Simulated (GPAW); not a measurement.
Consider zinc-blende (ZnS)1-x(ZnSe)x, x = 0.75.

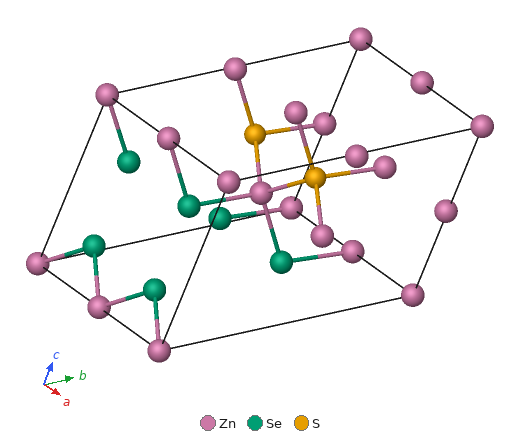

The structure (zinc pink, selenium teal, sulfur orange). Bonds to atoms that aren't drawn are left out. Some periodic images of atoms are drawn too.

```xyz
16
Lattice="0.0000 5.6035 5.6035 5.6035 0.0000 5.6035 5.6035 5.6035 0.0000" Properties=species:S:1:pos:R:3 pbc="T T T"
Zn    5.5979    5.6073   11.1956
Se    1.4159    1.3874    1.3970
Zn    8.3671    2.8501    5.5678
Se    4.2113    4.1959    1.4041
Zn    8.3679    5.5499    2.8496
Se    4.1995    1.4122    4.1891
Zn    5.6904    8.3882    8.3896
S     6.9956    4.1923    4.1980
Zn    5.6061    8.3884    2.8029
Se    1.4083    4.1986    4.2008
Zn    8.3630    5.6387    8.3532
Se    4.1893    6.9984    4.2045
Zn    8.3678    8.3647    5.6486
Se    4.2057    4.1992    7.0058
Zn    5.6631    5.5924    5.5873
S     6.9970    6.9882    6.9848
```

Absorber: atom 3, with 1 S at 2.36 Å and 3 Se at 2.45 Å (distorted tetrahedral). Method: GPAW, PBE, excited-electron core hole (neutral cell), 16-atom cell with 7.9 Å between holes, 4×4×4 k points, dipole transitions, Gaussian full width 1.67 eV up to 4 eV, rising linearly to 3.5 eV at 25 eV.

Where do the maxima of the Zn K edge fall?

Main maxima up to 28 eV above the zero (height): 5.0 eV (2.05), 8.8 eV (1.02) and 12.6 eV (1.15). A K edge sees empty p states on the absorber. The total-energy difference is 9692.58 eV. One term is added: -30.96 eV, since the hole is spin-paired here and a spin-polarised one costs that much less in the free atom (computed apart). The photon energy is then 9661.62 eV. The tabulated edge of the element is 9659 eV. The functional leaves an error of a few eV in such absolute values.

The Zn K spectrum (energy from the bottom of the conduction band, which holds the excited electron; intensity scaled to a mean of 1 over the first 20 eV):

```
E (eV)  intensity
  -2.0       0.00
  -0.5       0.01
   1.0       0.18
   2.5       0.91
   4.0       1.58
   5.5       1.86
   7.0       0.93
   8.5       1.01
  10.0       0.90
  11.5       1.04
  13.0       1.14
  14.5       1.01
  16.0       0.86
  17.5       0.85
  19.0       0.85
  20.5       0.75
  22.0       0.82
  23.5       0.85
  25.0       0.86
  26.5       0.92
  28.0       0.93
```

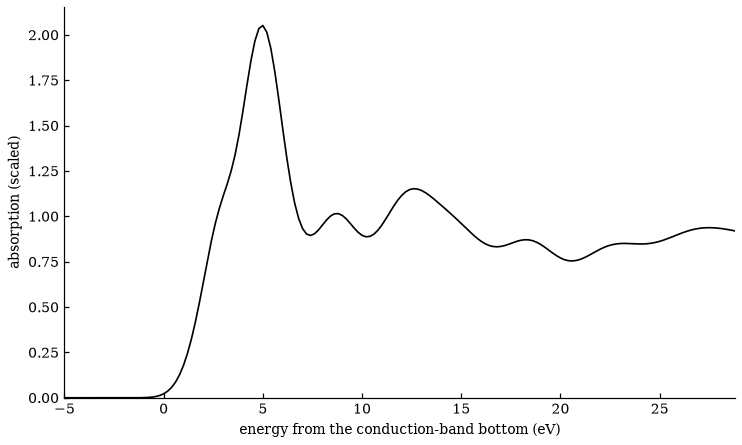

The Zn K edge.

The script folds with a Gaussian, whereas the core hole's own line is a Lorentzian, so the onset is too steep and the first peak too high.

[Banner, clock and machine lines of the logs are left out without a mark of their own.]

[Logs are printed without paths, hosts, clocks, repeated set-up lines and the standing remarks that a program may print on its own settings, such as how far it seeks lower states.]

[Hosts, paths, dates, database ids (printed as entryN), source tags and the programs' standing remarks are cut or masked in the printed files.]

[Lists of maxima count a maximum above −3 eV only where it reaches 4 % of the highest in the window and stands out from its surroundings by 2 % of it (1.5 % where it reaches 55 %); shoulders and weaker maxima are passed over, and of the rest the first, up to two pre-edge ones and the few strongest are named.]
